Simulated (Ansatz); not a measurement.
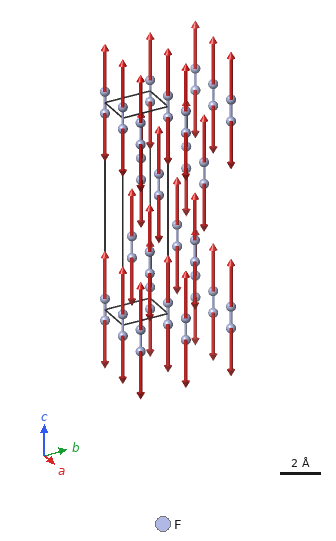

A relaxation of solid F (a generated structure, set up in R-3m) (coarse preliminary run). The starting structure is drawn; red arrows show the displacements (the part carried along by the change of the cell is left out), 20 times their true length.

Style: ball-and-stick. Shown: the conventional cell (3 times the calculation's cell), repeated 2 × 2 × 1 with one cell outlined, slightly off an axis. Lengths and directions refer to the drawn axes.

Case: O → F on all its sites, cell and atoms relaxed.

Level of theory: DFT PBE+D3(BJ), scalar-relativistic, plane waves, PAW (Ansatz). (plane-wave cutoff 420 eV; k-point mesh 9 × 9 × 9; occupations gaussian; smearing width 0.1 eV; no spin polarisation; cell and atoms relaxed; force threshold 0.05 eV/Å; at most 60 steps)

Q: What did the optimiser do to the structure, and how much energy did it gain?

A: The largest moves relative to the cell, 0.12 Å, are those of F atoms. The volume changes by +3.6 %, with a = b 3.252 → 3.243 Å (−0.3 %), c 10.697 → 11.135 Å (+4.1 %). Near-neighbour distances that change, for instance: F–F 1.121 → 1.416 Å. The space group stays R-3m (No. 166). After 5 accepted moves (6 points after the start) the energy has fallen by 2.854 eV per cell of the calculation. Largest force component: 26 eV/Å at the start, 0.0073 eV/Å at the end. The pressure goes from 48.06 to 0.14 GPa. The SCF was repeated once at an unchanged geometry on a basis and grid sized afresh for the cell, which shifted the energy by 4.1 meV per cell of the calculation at most.
